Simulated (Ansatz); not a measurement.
**Σ9 (221) boundary in fcc Ir with B (interstitial): structure and resistance**

How much does the Σ9 (221) boundary in fcc Ir with B (interstitial) reflect electrons?

Calculated with Ansatz 0.2.0; Ansatz plane-wave DFT, PBE, PAW files; relaxation of a bicrystal slab with its lowest layers held; PAW set soft_1, in the first sound run; inputs show where later runs differ.

## Step 1: The structure

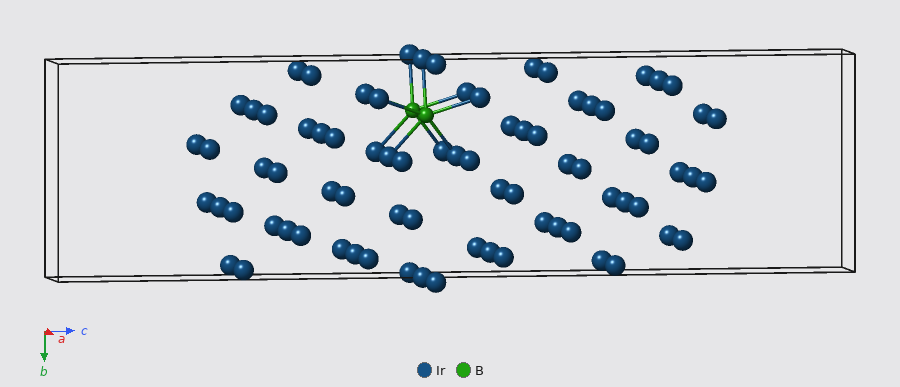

The cell as given, from the side, with the c axis across the page (iridium blue, boron green). 2×1×1 cells are drawn. Bonds to atoms that aren't drawn are left out. Some periodic images of atoms are drawn too.

The cell holds 31 atoms: 30 Ir and 1 B. Its edges and angles: a = 2.715 Å, b = 8.145 Å, c = 30.197 Å, α = 90.0°, β = 90.0°, γ = 90.0°. It derives from Ir. built on the (2 2 1) plane; 2 overlapping atoms removed and the grains opened by 0 Å. Vacuum lies along c.

## Step 2: Relaxing the bicrystal

The boundary is built by mirroring the lower grain in the boundary plane and removing any atoms that overlap; then the B is put in at the boundary. A thin bicrystal slab is relaxed first, with the lowest layers held and the upper grain free to shift and open.

The input, input.yaml:

```yaml
crystal:
  lattice:
    - [2.7148657757, 0.0, 0.0]
    - [0.0, 8.1445973271, 0.0]
    - [0.0, 0.0, 30.197]
  atoms:
    - { symbol: Ir, position: [0.5000000002, 0.3888888889, 0.1655793622] }
    - { symbol: Ir, position: [2.0e-10, 0.6666666667, 0.186770209] }
    - { symbol: Ir, position: [0.5000000002, 0.9444444445, 0.2079610557] }
    - { symbol: Ir, position: [2.0e-10, 0.2222222222, 0.2291519025] }
    - { symbol: Ir, position: [0.5000000002, 0.5, 0.2503427493] }
    - { symbol: Ir, position: [1.0e-10, 0.7777777778, 0.2715335961] }
    - { symbol: Ir, position: [0.5000000001, 0.0555555556, 0.2927244428] }
    - { symbol: Ir, position: [1.0e-10, 0.3333333333, 0.3139152896] }
    - { symbol: Ir, position: [0.5000000001, 0.6111111111, 0.3351061364] }
    - { symbol: Ir, position: [1.0e-10, 0.8888888889, 0.3562969831] }
    - { symbol: Ir, position: [0.5000000001, 0.1666666667, 0.3774878299] }
    - { symbol: Ir, position: [0.0, 0.4444444444, 0.3986786767] }
    - { symbol: Ir, position: [0.5, 0.7222222222, 0.4198695235] }
    - { symbol: Ir, position: [0.0, 0.0, 0.4410603702] }
    - { symbol: B, position: [0.25, 0.25, 0.4410603702] }
    - { symbol: Ir, position: [0.0, 0.4444444444, 0.4834420638] }
    - { symbol: Ir, position: [0.5000000001, 0.1666666667, 0.5046329106] }
    - { symbol: Ir, position: [1.0e-10, 0.8888888889, 0.5258237573] }
    - { symbol: Ir, position: [0.5000000001, 0.6111111111, 0.5470146041] }
    - { symbol: Ir, position: [1.0e-10, 0.3333333333, 0.5682054509] }
    - { symbol: Ir, position: [0.5000000001, 0.0555555556, 0.5893962976] }
    - { symbol: Ir, position: [1.0e-10, 0.7777777778, 0.6105871444] }
    - { symbol: Ir, position: [0.5000000002, 0.5, 0.6317779912] }
    - { symbol: Ir, position: [2.0e-10, 0.2222222222, 0.652968838] }
    - { symbol: Ir, position: [0.5000000002, 0.9444444445, 0.6741596847] }
    - { symbol: Ir, position: [2.0e-10, 0.6666666667, 0.6953505315] }
    - { symbol: Ir, position: [0.5000000002, 0.3888888889, 0.7165413783] }
    - { symbol: Ir, position: [3.0e-10, 0.1111111111, 0.7377322251] }
    - { symbol: Ir, position: [0.5000000003, 0.8333333334, 0.7589230718] }
    - { symbol: Ir, position: [3.0e-10, 0.5555555556, 0.7801139186] }
    - { symbol: Ir, position: [0.5000000003, 0.2777777778, 0.8013047654] }
kpoints:
  mp_grid: { grid: [9, 3, 1] }
hamiltonian:
  xc: pbe
  pseudopotentials: { kind: paw, azcp: { folder: soft_1 } }
scf:
  occupations: { method: fermi_dirac, width: 0.1 }
relax:
  f_tol: 0.03
  max_steps: 80
  constraints: [{ sites: [0, 1, 2, 3, 4] }]
```

Run with:

```console
> ansatz run input.yaml --threads 4 --pin off --max-ram 15360MiB --backend cpu --events-out ev --progress --plain --runs-dir out
```

Numbers of over 12 decimals in the logs are rounded to 6 here.

Log:

```text
Engine: ansatz 0.2.0, aarch64-unknown-linux-gnu
Pseudopotentials: kind: paw
Pseudopotential: Ir, paw, valence charge 17, recommended cutoff 420 eV (normal), soft_1/Ir.paw.azcp
Pseudopotential: B, paw, valence charge 3, recommended cutoff 420 eV (normal), soft_1/B.paw.azcp
Functional definition: PBE
  parameter kappa = 0.804
  parameter beta = 0.066725
  exchange = pbe_x(kappa = kappa, mu = beta*pi^2/3)
  correlation = pbe_c(beta = beta)
Crystal: 31 atoms, lattice volume = 667.701 Å³
Basis set: ecut = 420 eV, 13167 PW (Γ), exchange–correlation on 40×120×432 points (8 copies of the dense FFT grid, shifted against one another)
Bands: 308, of which v1, the nominal top of the filled ones, is band 257 counted from 1 (256 counted from 0)
Symmetry: 1 space group operations
Space group: P1 (ITA 1), of the structure as read, at distance tolerance 8.7e-5 Å
k-points: 14 of 27 (time reversal used)
Non-local potential: Ir, projectors of the file, l = 0: 3, l = 1: 2, l = 2: 2, l = 3: 1
Non-local potential: B, projectors of the file, l = 0: 2, l = 1: 2, l = 2: 1
PAW form: soft (Blöchl's): semilocal exchange-correlation on the pseudo side does not see the compensation charge
PAW one-centre angular grid: Ir, 590 points (default); XC on 64 Gauss nodes
PAW one-centre angular grid: B, 110 points (default); XC on 64 Gauss nodes
Initial density: superposition of atomic densities (neutral atoms: chi_scale 0, normalization atom)
Initial wavefunctions: pseudopotential atomic-orbital guess
Functional: x = pbe(κ = 0.804, μ = 0.219515), c = pbe(β = 0.066725)
SCF iter   1: F=—  HF=-358255.584090 eV  |F-HF|=—  |Δ(HF+E_count)|=         —  Δρ=4.14e-2  dr2=2.25e1  ethr=3.10e-3  ⟨swp⟩=7.1  Hψ=16893  notcnv=0  defer=153
preconditioner: auto → LDOS  [metal: Δε(μ)=0.004 eV  Ē_g=6.593 eV  σ=0.100 eV  W_gap=0.01  n_scr=192 (ndim 8)  ℏωp=23.7 eV  f_vac=0.300  D(μ)=30.69/eV (n_scr^D=282)  β→1.0]
SCF iter   2: F=—  HF=-358255.158525 eV  |F-HF|=—  |Δ(HF+E_count)|=   4.26e-1  Δρ=3.28e-2  dr2=1.19e1  ethr=3.10e-3  ⟨swp⟩=3.4  Hψ=9778  notcnv=0  defer=183
SCF iter   3: F=—  HF=-358252.128296 eV  |F-HF|=—  |Δ(HF+E_count)|=    3.03e0  Δρ=5.84e-3  dr2=6.49e-1  ethr=2.31e-3  ⟨swp⟩=2.9  Hψ=8288  notcnv=0  defer=186
SCF iter   4: F=—  HF=-358252.040241 eV  |F-HF|=—  |Δ(HF+E_count)|=   8.81e-2  Δρ=2.62e-3  dr2=6.11e-2  ethr=1.27e-4  ⟨swp⟩=2.4  Hψ=8722  notcnv=0  defer=190
SCF iter   5: F=—  HF=-358252.026608 eV  |F-HF|=—  |Δ(HF+E_count)|=   1.36e-2  Δρ=8.77e-4  dr2=1.04e-2  ethr=1.19e-5  ⟨swp⟩=2.9  Hψ=7896  notcnv=0  defer=190
SCF iter   6: F=—  HF=-358252.028565 eV  |F-HF|=—  |Δ(HF+E_count)|=   1.96e-3  Δρ=3.82e-4  dr2=2.13e-3  ethr=2.03e-6  ⟨swp⟩=2.4  Hψ=7657  notcnv=0  defer=190
SCF iter   7: F=—  HF=-358252.028420 eV  |F-HF|=—  |Δ(HF+E_count)|=   1.45e-4  Δρ=1.78e-4  dr2=3.80e-4  ethr=4.16e-7  ⟨swp⟩=2.6  Hψ=6933  notcnv=0  defer=190
SCF iter   8: F=—  HF=-358252.028384 eV  |F-HF|=—  |Δ(HF+E_count)|=   3.54e-5  Δρ=6.65e-5  dr2=3.90e-5  ethr=7.40e-8  ⟨swp⟩=2.1  Hψ=6314  notcnv=0  defer=190
SCF iter   9: F=-358252.028383 eV  HF=-358252.028392 eV  |F-HF|=9.66e-6  |Δ(HF+E_count)|=   7.84e-6  Δρ=3.24e-5  dr2=1.16e-5  ethr=4.39e-9  ⟨swp⟩=5.0  Hψ=15377  notcnv=0
SCF 1 converged in 9 iterations: F = -358252.028383 eV  dr2 = 1.16e-5
  greatest PAW one-centre occupation: 1.000 electrons in one spin orbital (limit 2), on the Ir atom at site 11 (counted from 0), in its partial waves of l = 0
relax step   1: F+E_penalty+E_count = -358252.02838262 eV  Δ(F+E_penalty+E_count) = +0.000e0 eV  max|allowed force component| = 1.486e0 eV/Å  Δτ_max = 0.0000 Å  (9 SCF iters, dr2 threshold 2.25e-5 eV, accepted)
Initial density: handed on by an earlier stage of this run
Initial wavefunctions: those handed on with the density
iter 1 solved again at ethr=6.20e-4 eV; its pass at ethr=3.10e-3 eV (dr2=3.18e0 eV) is discarded
SCF iter   1: F=—  HF=-358252.504107 eV  |F-HF|=—  |Δ(HF+E_count)|=         —  Δρ=1.25e-2  dr2=3.21e0  ethr=6.20e-4  ⟨swp⟩=1.3  Hψ=15437  notcnv=0  defer=185
preconditioner: auto → LDOS  [metal: Δε(μ)=0.004 eV  Ē_g=6.450 eV  σ=0.100 eV  W_gap=0.01  n_scr=192 (ndim 8)  ℏωp=23.7 eV  f_vac=0.304  D(μ)=31.67/eV (n_scr^D=292)  β→1.0]
SCF iter   2: F=—  HF=-358252.440940 eV  |F-HF|=—  |Δ(HF+E_count)|=   6.32e-2  Δρ=4.49e-3  dr2=3.09e-1  ethr=6.20e-4  ⟨swp⟩=2.2  Hψ=6553  notcnv=0  defer=185
SCF iter   3: F=—  HF=-358252.401011 eV  |F-HF|=—  |Δ(HF+E_count)|=   3.99e-2  Δρ=2.51e-3  dr2=1.32e-1  ethr=6.03e-5  ⟨swp⟩=3.0  Hψ=8044  notcnv=0  defer=185
SCF iter   4: F=—  HF=-358252.370210 eV  |F-HF|=—  |Δ(HF+E_count)|=   3.08e-2  Δρ=5.07e-4  dr2=3.90e-3  ethr=2.57e-5  ⟨swp⟩=2.5  Hψ=6994  notcnv=0  defer=185
SCF iter   5: F=—  HF=-358252.371324 eV  |F-HF|=—  |Δ(HF+E_count)|=   1.11e-3  Δρ=1.62e-4  dr2=3.77e-4  ethr=7.60e-7  ⟨swp⟩=2.8  Hψ=7583  notcnv=0  defer=197
SCF iter   6: F=-358252.371316 eV  HF=-358252.371329 eV  |F-HF|=1.34e-5  |Δ(HF+E_count)|=   5.23e-6  Δρ=5.96e-5  dr2=4.07e-5  ethr=1.95e-8  ⟨swp⟩=3.1  Hψ=16883  notcnv=0
SCF 2 converged in 6 iterations: F = -358252.371316 eV  dr2 = 4.07e-5
relax step   2: F+E_penalty+E_count = -358252.37131560 eV  Δ(F+E_penalty+E_count) = -3.429e-1 eV  max|allowed force component| = 1.855e0 eV/Å  Δτ_max = 0.1988 Å  (6 SCF iters, dr2 threshold 1.00e-4 eV, accepted)
iter 1 solved again at ethr=2.65e-4 eV; its pass at ethr=3.10e-3 eV (dr2=1.36e0 eV) is discarded
SCF iter   1: F=—  HF=-358252.674498 eV  |F-HF|=—  |Δ(HF+E_count)|=         —  Δρ=1.01e-2  dr2=1.33e0  ethr=2.65e-4  ⟨swp⟩=1.4  Hψ=16519  notcnv=0  defer=183
preconditioner: auto → LDOS  [metal: Δε(μ)=0.015 eV  Ē_g=6.407 eV  σ=0.100 eV  W_gap=0.04  n_scr=192 (ndim 8)  ℏωp=23.7 eV  f_vac=0.302  D(μ)=31.78/eV (n_scr^D=292)  β→1.0]
SCF iter   2: F=—  HF=-358252.651866 eV  |F-HF|=—  |Δ(HF+E_count)|=   2.26e-2  Δρ=2.35e-3  dr2=5.11e-2  ethr=2.60e-4  ⟨swp⟩=2.0  Hψ=5525  notcnv=0  defer=183
SCF iter   3: F=—  HF=-358252.648231 eV  |F-HF|=—  |Δ(HF+E_count)|=   3.64e-3  Δρ=1.37e-3  dr2=3.86e-2  ethr=9.97e-6  ⟨swp⟩=3.0  Hψ=8806  notcnv=0  defer=183
SCF iter   4: F=—  HF=-358252.640233 eV  |F-HF|=—  |Δ(HF+E_count)|=   8.00e-3  Δρ=3.01e-4  dr2=1.73e-3  ethr=7.52e-6  ⟨swp⟩=2.4  Hψ=6852  notcnv=0  defer=185
SCF iter   5: F=—  HF=-358252.639947 eV  |F-HF|=—  |Δ(HF+E_count)|=   2.86e-4  Δρ=8.38e-5  dr2=6.38e-5  ethr=3.38e-7  ⟨swp⟩=2.8  Hψ=7763  notcnv=0  defer=188
SCF iter   6: F=-358252.639956 eV  HF=-358252.639963 eV  |F-HF|=7.37e-6  |Δ(HF+E_count)|=   1.60e-5  Δρ=2.74e-5  dr2=1.34e-5  ethr=1.24e-8  ⟨swp⟩=4.8  Hψ=14025  notcnv=0
SCF 3 converged in 6 iterations: F = -358252.639956 eV  dr2 = 1.34e-5
relax step   3: F+E_penalty+E_count = -358252.63995601 eV  Δ(F+E_penalty+E_count) = -2.686e-1 eV  max|allowed force component| = 3.343e-1 eV/Å  Δτ_max = 0.1375 Å  (6 SCF iters, dr2 threshold 1.00e-4 eV, accepted)
[...]
relax step   4: F+E_penalty+E_count = -358252.80645586 eV  Δ(F+E_penalty+E_count) = -1.665e-1 eV  max|allowed force component| = 4.080e-1 eV/Å  Δτ_max = 0.2000 Å  (7 SCF iters, dr2 threshold 6.99e-6 eV, accepted)
[...]
relax step   5: F+E_penalty+E_count = -358252.91273581 eV  Δ(F+E_penalty+E_count) = -1.063e-1 eV  max|allowed force component| = 5.093e-1 eV/Å  Δτ_max = 0.1945 Å  (6 SCF iters, dr2 threshold 1.04e-5 eV, accepted)
[...]
relax step   6: F+E_penalty+E_count = -358252.99749067 eV  Δ(F+E_penalty+E_count) = -8.475e-2 eV  max|allowed force component| = 2.893e-1 eV/Å  Δτ_max = 0.2000 Å  (6 SCF iters, dr2 threshold 1.00e-4 eV, accepted)
[...]
relax step   7: F+E_penalty+E_count = -358253.00356608 eV  Δ(F+E_penalty+E_count) = -6.075e-3 eV  max|allowed force component| = 2.287e-1 eV/Å  Δτ_max = 0.0964 Å  (5 SCF iters, dr2 threshold 2.70e-5 eV, accepted)
[...]
relax step   8: F+E_penalty+E_count = -358253.01419814 eV  Δ(F+E_penalty+E_count) = -1.063e-2 eV  max|allowed force component| = 3.567e-2 eV/Å  Δτ_max = 0.0281 Å  (5 SCF iters, dr2 threshold 1.69e-5 eV, accepted)
SCF iter   1: F=—  HF=-358253.013340 eV  |F-HF|=—  |Δ(HF+E_count)|=         —  Δρ=5.48e-4  dr2=1.70e-3  ethr=2.28e-6  ⟨swp⟩=3.1  Hψ=8625  notcnv=0  defer=185
preconditioner: auto → LDOS  [metal: Δε(μ)=0.010 eV  Ē_g=6.424 eV  σ=0.100 eV  W_gap=0.03  n_scr=192 (ndim 8)  ℏωp=23.7 eV  f_vac=0.302  D(μ)=31.58/eV (n_scr^D=292)  β→1.0]
SCF iter   2: F=—  HF=-358253.013329 eV  |F-HF|=—  |Δ(HF+E_count)|=   1.07e-5  Δρ=1.81e-4  dr2=4.77e-4  ethr=3.32e-7  ⟨swp⟩=2.4  Hψ=8026  notcnv=0  defer=185
SCF iter   3: F=—  HF=-358253.013241 eV  |F-HF|=—  |Δ(HF+E_count)|=   8.82e-5  Δρ=8.34e-5  dr2=1.20e-4  ethr=9.29e-8  ⟨swp⟩=2.6  Hψ=8320  notcnv=0  defer=185
SCF iter   4: F=—  HF=-358253.013214 eV  |F-HF|=—  |Δ(HF+E_count)|=   2.70e-5  Δρ=2.02e-5  dr2=3.80e-6  ethr=2.34e-8  ⟨swp⟩=2.1  Hψ=6507  notcnv=0  defer=185
SCF iter   5: F=—  HF=-358253.014610 eV  |F-HF|=—  |Δ(HF+E_count)|=   1.40e-3  Δρ=5.02e-6  dr2=2.97e-7  ethr=7.41e-10  ⟨swp⟩=3.0  Hψ=8871  notcnv=0  defer=185
SCF iter   6: F=-358253.014610 eV  HF=-358253.014610 eV  |F-HF|=7.92e-9  |Δ(HF+E_count)|=   2.94e-8  Δρ=1.68e-6  dr2=2.23e-8  ethr=1.95e-11  ⟨swp⟩=5.0  Hψ=15593  notcnv=0
SCF 9 converged in 6 iterations: F = -358253.014610 eV  dr2 = 2.23e-8
relax step   9: F+E_penalty+E_count = -358253.01460989 eV  Δ(F+E_penalty+E_count) = -4.117e-4 eV  max|allowed force component| = 2.145e-2 eV/Å  Δτ_max = 0.0093 Å  (6 SCF iters, accepted)
SCF converged after 6 iterations
Free energy (F): -358253.014610 eV
Harris-Foulkes:  -358253.014610 eV  (|F-HF|=7.92e-9)
Internal energy: -358251.960180 eV  (E = F + TS)
E sigma→0 (E₀):  -358252.487395 eV
Entropy (-TS):   -1.054430 eV (-34.014 meV/atom)
Fermi energy:    14.583814 eV
--- Per-component energies (eV) ---
  E_band       = -8038.841923
  E_kinetic    = 16227.230062
  E_local      = -630786.269948  (includes V_loc(G=0)·N_el)
  E_nonlocal   = 5707.815882
  E_hartree    = 308476.886018
  E_xc         = -6928.088014
  E_vxc        = -7722.777239  (∫ρ·V_xc dr)
  E_paw        = -278032.858879  (= ΣΔE_a)
  E_vpaw       = -8418.606033  (= ΣTr[D̂ρ^β])
  E_aug_tail   = 0.010562  (compensation charges beyond the density's cutoff)
  E_ewald      = 227083.314139
  E_smearing   = -1.054430  (= −TS)
  E_closure    = 0.000000  (closes the sum)
  Σ components = -358253.014610   (vs F -358253.014610, Δ=0.00e0)
--- Forces (eV/Å), atoms counted from 1 ---
  atom   1  Ir     0.00032777     0.68234640     1.16124573
  atom   2  Ir     0.00026525    -0.21566932    -0.01094641
  atom   3  Ir     0.00172356    -0.30085000     0.19785829
  atom   4  Ir     0.00227205    -0.22252678    -1.11050851
  atom   5  Ir     0.00324991     0.05224306    -0.23194319
  atom   6  Ir     0.00045153     0.00141696     0.00233818
  atom   7  Ir    -0.00059682    -0.00899842    -0.01268395
  atom   8  Ir     0.00118023     0.01439570    -0.00529020
  atom   9  Ir     0.00028217    -0.01633141    -0.01207239
  atom  10  Ir    -0.00087951     0.00407418     0.00381411
  atom  11  Ir     0.00048731    -0.00390992     0.00402886
  atom  12  Ir    -0.00417220    -0.00023316     0.02144997
  atom  13  Ir    -0.00146323     0.01667922    -0.00432097
  atom  14  Ir     0.00102945     0.00744159     0.01543364
  atom  15  B     -0.00098519    -0.00081270    -0.00154715
  atom  16  Ir     0.00424751    -0.00106144    -0.00692730
  atom  17  Ir     0.00179190    -0.01404587    -0.00017301
  atom  18  Ir    -0.00049713    -0.00249445     0.00412432
  atom  19  Ir     0.00192695     0.01118021    -0.00935773
  atom  20  Ir    -0.00587840    -0.01055658    -0.00684339
  atom  21  Ir     0.00056909     0.00610884     0.00268146
  atom  22  Ir    -0.00038862     0.00008752    -0.00449388
  atom  23  Ir     0.00029013    -0.00300490     0.00551746
  atom  24  Ir    -0.00329691     0.00321284    -0.00324725
  atom  25  Ir     0.00017840    -0.00137403     0.00261336
  atom  26  Ir    -0.00109598     0.00010989    -0.00362343
  atom  27  Ir     0.00242790     0.00188698    -0.00277274
  atom  28  Ir    -0.00077581    -0.00155524     0.00265123
  atom  29  Ir    -0.00058165     0.00057773     0.00014596
  atom  30  Ir    -0.00134888     0.00140354     0.00597931
  atom  31  Ir    -0.00067687     0.00020544    -0.00313653
  max |Σ_I F_I| component: 6.39e-5 eV/Å
--- Relaxed structure (9 steps of the walk, 9 accepted, 0 SCFs on fresh bases) ---
  F+E_penalty+E_count = -358253.01460989 eV   max|allowed force component| = 2.145e-2 eV/Å
  atoms:
    - { symbol: Ir, position: [0.5000000002, 0.388889, 0.1655793622] }
    - { symbol: Ir, position: [2.0000000000000003e-10, 0.666667, 0.186770209] }
    - { symbol: Ir, position: [0.5000000002, 0.944444, 0.2079610557] }
    - { symbol: Ir, position: [2.0000000000000003e-10, 0.222222, 0.2291519025] }
    - { symbol: Ir, position: [0.5000000002, 0.500000, 0.2503427493] }
    - { symbol: Ir, position: [0.000162435, 0.781059, 0.271292] }
    - { symbol: Ir, position: [0.500228, 0.057323, 0.292788] }
    - { symbol: Ir, position: [0.000198983, 0.334653, 0.313834] }
    - { symbol: Ir, position: [0.500347, 0.614095, 0.333810] }
    - { symbol: Ir, position: [0.000495971, 0.885765, 0.358742] }
    - { symbol: Ir, position: [0.500462, 0.164657, 0.377489] }
    - { symbol: Ir, position: [0.00068766, 0.443111, 0.398249] }
    - { symbol: Ir, position: [0.500708, 0.716817, 0.423043] }
    - { symbol: Ir, position: [0.000721779, 0.00430453, 0.443531] }
    - { symbol: B, position: [0.00125557, 0.272819, 0.449491] }
    - { symbol: Ir, position: [0.000920468, 0.520023, 0.483078] }
    - { symbol: Ir, position: [0.501184, 0.217496, 0.502840] }
    - { symbol: Ir, position: [0.00133543, 0.939366, 0.527637] }
    - { symbol: Ir, position: [0.501218, 0.667217, 0.547563] }
    - { symbol: Ir, position: [0.00165599, 0.383992, 0.568403] }
    - { symbol: Ir, position: [0.501517, 0.103766, 0.591465] }
    - { symbol: Ir, position: [0.00151231, 0.828991, 0.612688] }
    - { symbol: Ir, position: [0.501582, 0.551488, 0.633646] }
    - { symbol: Ir, position: [0.00173002, 0.272665, 0.654331] }
    - { symbol: Ir, position: [0.501644, 0.998130, 0.677468] }
    - { symbol: Ir, position: [0.00169529, 0.718738, 0.697124] }
    - { symbol: Ir, position: [0.501629, 0.438853, 0.717675] }
    - { symbol: Ir, position: [0.00175429, 0.159543, 0.743463] }
    - { symbol: Ir, position: [0.501769, 0.880105, 0.760612] }
    - { symbol: Ir, position: [0.00181257, 0.608062, 0.781315] }
    - { symbol: Ir, position: [0.501810, 0.340661, 0.800958] }
```

Elapsed: 17 min, on 4 threads of Arm Neoverse V1, shared host; peak memory 4.7 GiB.

The steps of the relaxation:

| step | energy less that of the first step (eV) | largest force component (eV/Å) |
| --- | --- | --- |
| 1 | 0.0000 | 1.4858 |
| 2 | -0.3429 | 1.8552 |
| 3 | -0.6116 | 0.3343 |
| 4 | -0.7781 | 0.4080 |
| 5 | -0.8844 | 0.5093 |
| 6 | -0.9691 | 0.2893 |
| 7 | -0.9752 | 0.2287 |
| 8 | -0.9858 | 0.0357 |
| 9 | -0.9862 | 0.0215 |

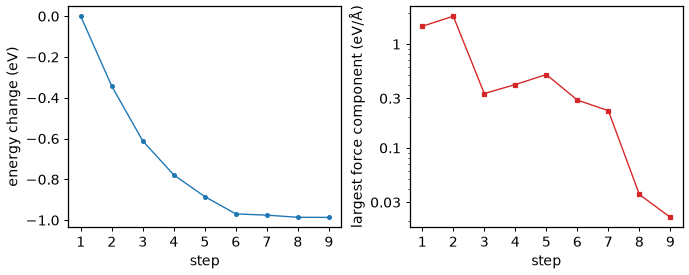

Energy and largest force along the relaxation.

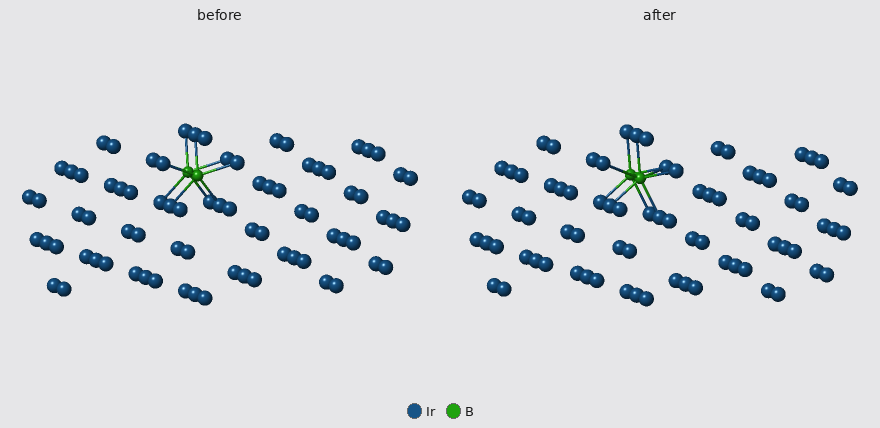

Before and after, at one scale. Bonds to atoms that aren't drawn are left out.

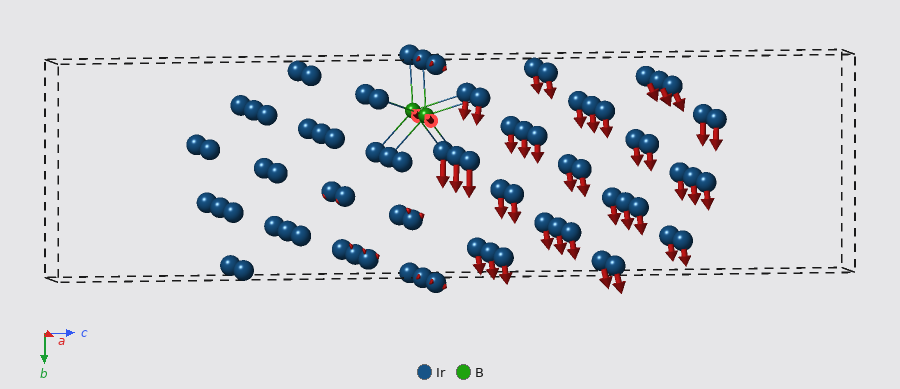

Displacements in the relaxation, exaggerated; the longest in the cell stands for 0.75 Å. Bonds to atoms that aren't drawn are left out. 2×1×1 cells are drawn. Some periodic images of atoms are drawn too.

The atoms that moved most (Å):

| atom | dx | dy | dz | length |
| --- | --- | --- | --- | --- |
| B15 | -0.675 | 0.186 | 0.255 | 0.745 |
| Ir16 | 0.002 | 0.616 | -0.011 | 0.616 |
| Ir31 | 0.005 | 0.512 | -0.010 | 0.512 |
| Ir19 | 0.003 | 0.457 | 0.017 | 0.457 |
| Ir25 | 0.004 | 0.437 | 0.100 | 0.449 |
| Ir28 | 0.005 | 0.394 | 0.173 | 0.431 |
| Ir30 | 0.005 | 0.428 | 0.036 | 0.429 |
| Ir26 | 0.005 | 0.424 | 0.054 | 0.427 |

This step gave:

```
free energy             : -358253.0146 eV
energy at zero smearing : -358252.4874 eV
Fermi energy            : 14.58 eV
```

The largest force component on a free atom ends at 0.021 eV/Å, under the tolerance of 0.03, after 9 steps.

(Part 1 of 2 ends here.)

[Logs are printed without paths, hosts, clocks, repeated set-up lines and the standing remarks that a program may print on its own settings, such as how far it seeks lower states.]

[Hosts, paths, dates, database ids (printed as entryN), source tags and the programs' standing remarks are cut or masked in the printed files.]
